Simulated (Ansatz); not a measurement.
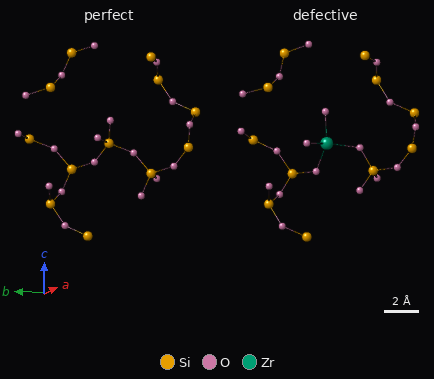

Left: perfect SiO$_{2}$. Right: the same region with one point defect, after relaxing the atoms in a supercell of 48 sites. Style: ball-and-stick. Shown: the atoms within 6.0 Å of one point, in a slice 3.4 Å thick across the line of sight, from a free direction.

Computed with DFT PBE, scalar-relativistic, plane waves, PAW in Ansatz 0.2.0. (plane-wave cutoff 420 eV; k-point mesh 2 × 2 × 2; occupations gaussian; smearing width 0.01 eV; mesh shifted by (0.5, 0.5, 0.5); collinear spin) The cell is small and the k-mesh coarse, so the numbers are rough. A uniform background neutralises the charged cell. The axes drawn are those of the host's conventional cell.

Q: Which defect is it?

A: A silicon atom is replaced by zirconium.

The charge state of the cell is −1.

Q: What does the relaxation do around it?

A: In the host the Si atom has 4 O at 1.62 to 1.63 Å; the Zr atom ends with 4 O at 2.02 Å. Of the host's atoms, an oxygen atom moves furthest from its site, by 0.64 Å. The Zr atom itself moves 0.08 Å from where it was put. The cell's net moment is 1.00 μB.
